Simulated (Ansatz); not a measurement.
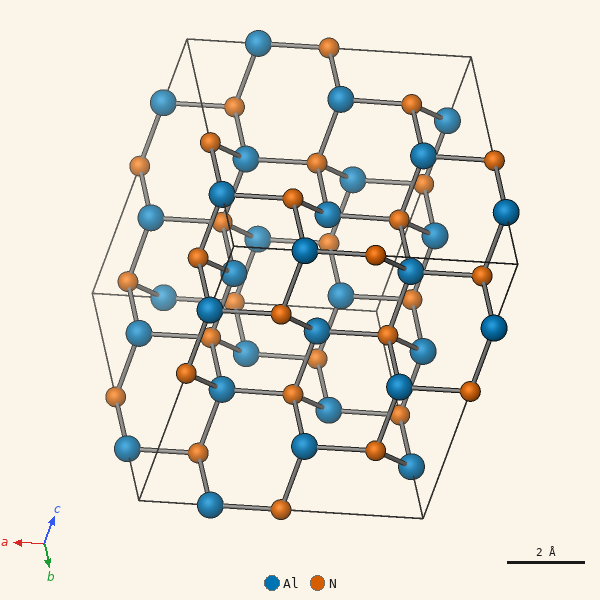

Figure: ball-and-stick view from a general direction. The edges of the supercell are marked. The host is AlN, in a cell of 32 sites, and the cell is neutral.

Where does the cell differ from the host, and how?

Answer. A nitrogen vacancy. Around the empty site lie four Al at about 1.9 Å.

The numbers come from DFT PBE, scalar-relativistic, plane waves, PAW in Ansatz 0.2.0, using a cutoff energy of 420 eV, a 2×2×2 grid in reciprocal space, Gaussian smearing of 0.01 eV, collinear spins.

Does the defect leave unpaired spin?

Answer. Yes, 0.5 μB in the cell.

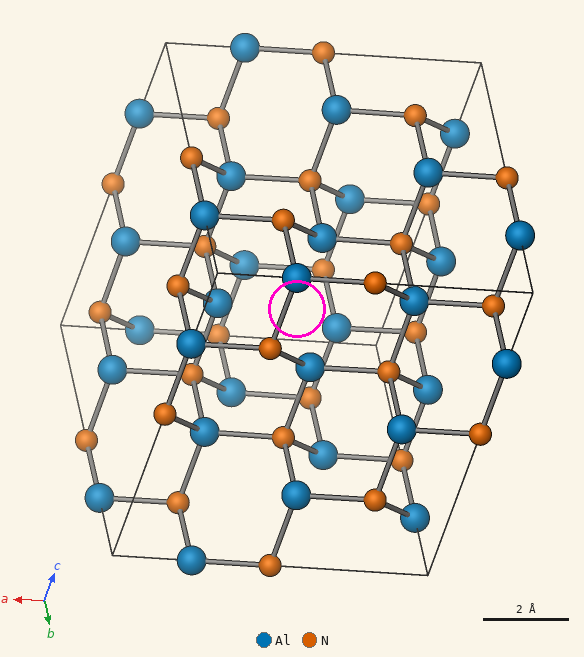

The same cell with a ring at the defect's site.

The atoms were relaxed in the host's cell with Ansatz, DFT PBE, scalar-relativistic, plane waves, PAW.
